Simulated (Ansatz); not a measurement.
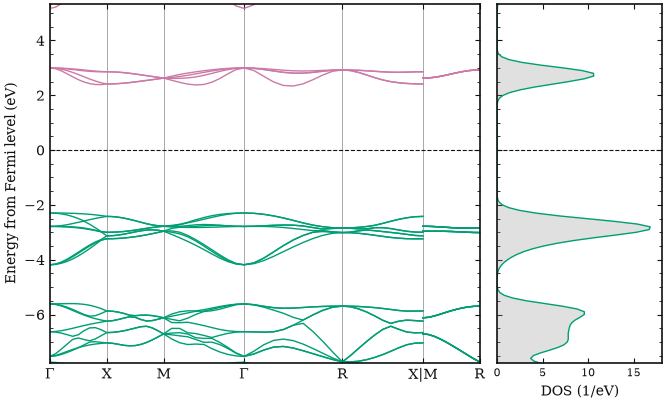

Band structure and density of states. Energies are counted from the Fermi level. The DOS curve is built from the levels of the k mesh with Gaussians 0.55 eV wide, which also blur the band edges; ripples of that width can come from the mesh.

> Which Bravais lattice do the labels of the path belong to?

A simple cubic lattice: the path Γ–X–M–Γ–R–X|M–R runs through the special points of its Brillouin zone.

Calculation on MgO2, space group Pa-3, 12 atoms in the cell; cubic a = 4.829 Å.

Computed with Ansatz 0.2.0: r2SCAN, Ansatz PAW, no spin polarisation, no spin-orbit coupling, 6×6×6 k mesh, 500 eV cutoff, Fermi-Dirac smearing of 0.05 eV.

> Metal, semiconductor or insulator, and what is the gap?

The material is gapped. The gap along this path is 4.63 eV and indirect, from the valence-band top at Γ to the conduction-band bottom between Γ and R; the smallest direct gap is 4.76 eV, between Γ and X. At X the lowest conduction band lies only 0.07 eV higher.

The PAW data sets were made with another functional. LDA, GGA and most meta-GGA functionals understate gaps. The cell is a database's computed one.
